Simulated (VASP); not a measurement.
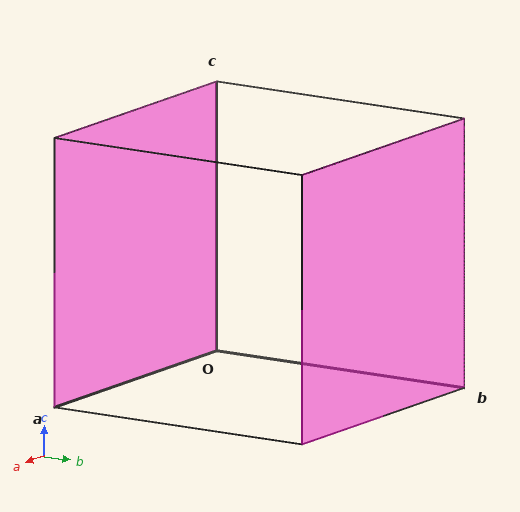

For CuO, a cell listed in the Materials Project, as set up for an electronic-structure calculation: every member of one family of equally spaced planes, hx + ky + lz = a whole number, that cuts the unit cell is shaded (one member passes through the origin O). All values are computed from the atomic coordinates in the standard setting (tolerance 0.002 Å).

a = 4.161 Å, b = 4.161 Å, c = 3.888 Å, α = 90.00°, β = 90.00°, γ = 90.00°.

> Which (hkl) family is drawn?

(0 1 0); the opposite sign names the same planes. The member next to the origin meets the axes a never, b at 1, c never.

> What is the spacing?

d = 4.161 Å.
